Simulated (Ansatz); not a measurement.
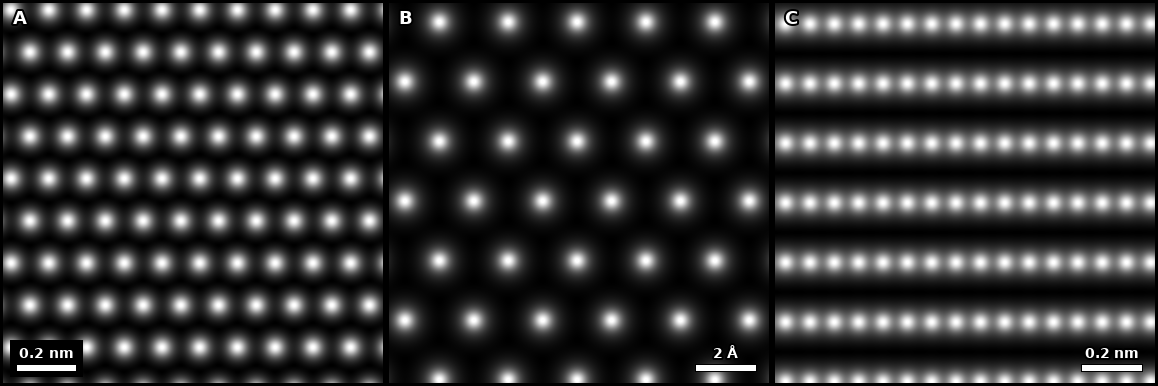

Three views of Cu (Im-3m, No. 229) along different zone axes. Computed as the sum of neutral-atom potentials (tabulated electron scattering factors, B = 0.5 Å²) projected along the beam and smoothed by 0.25 Å; brighter is more positive. The display is stretched by a gamma of 0.7; percentages refer to the linear signal. Model: the input geometry of an electronic-structure calculation (not necessarily at equilibrium); the starting structure was generated, so it need not be a known form of this composition.

```cif
data_structure
_symmetry_space_group_name_H-M 'Im-3m'
_symmetry_Int_Tables_number 229
_cell_length_a 2.8861
_cell_length_b 2.8861
_cell_length_c 2.8861
_cell_angle_alpha 90.000
_cell_angle_beta 90.000
_cell_angle_gamma 90.000
_cell_volume 24.04
loop_
_atom_site_label
_atom_site_type_symbol
_atom_site_symmetry_multiplicity
_atom_site_Wyckoff_symbol
_atom_site_fract_x
_atom_site_fract_y
_atom_site_fract_z
_atom_site_occupancy
Cu1 Cu 2 a 0.00000 0.00000 0.00000 1
```

Match the panels to the zone axes [111], [210] and [211].

Answer. A is [210]: projected cell 1.29 × 1.58 Å, 114°, plane group c2mm. B is [111]: projected cell 2.36 × 2.36 Å, 120°, plane group p6mm. C is [211]: projected cell 0.83 × 2.04 Å, 90°, plane group p2mm.
